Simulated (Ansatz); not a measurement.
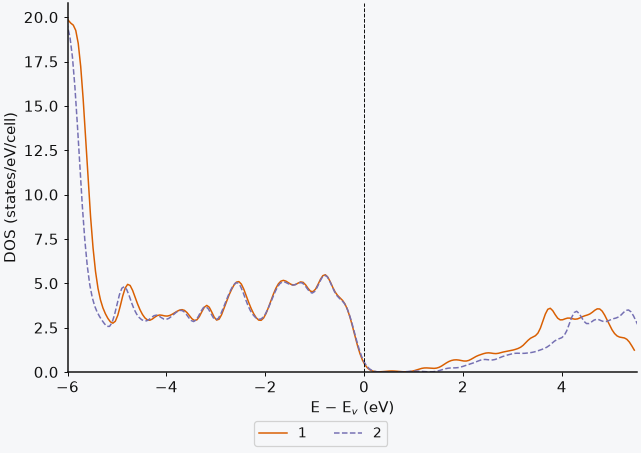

Total densities of states of ZnSnN$_{2}$, space group Pmmn, 8 atoms in the cell, by two methods on the same cell. The curves are built from the levels of the k mesh with Gaussians 0.3 eV wide, which also blur the band edges. Each is counted from its own valence-band top.

### Which curve is which? The methods: PBE, r2SCAN.

1 is PBE; 2 is r2SCAN. PBE gives a gap of 0.53 eV and r2SCAN gives a gap of 0.98 eV.

Settings. PBE: DFT, PBE, plane waves, PAW, no spin polarisation, 8×6×4 k mesh, 420 eV cutoff (Ansatz). r2SCAN: DFT, r2SCAN, plane waves, PAW, no spin polarisation, 8×6×4 k mesh, 500 eV cutoff (Ansatz).
